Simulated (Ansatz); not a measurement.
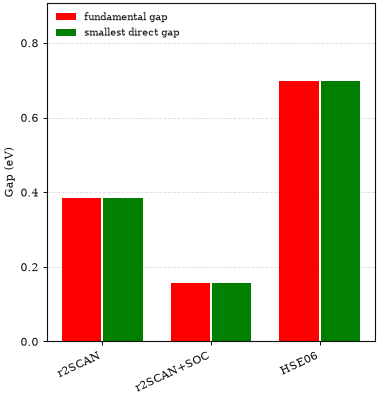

Gaps of InSb, space group F-43m, 2 atoms in the cell, zincblende type, hydrostatic strain −2.0%, at several levels of theory on one cell (Ansatz, plane waves and PAW; edges over the mesh and the special points).

Question: How does the gap depend on the level, and does its kind change?

Answer: In rising order: r2SCAN+SOC 0.16 eV, r2SCAN 0.39 eV and HSE06 0.70 eV. It is direct at every level.
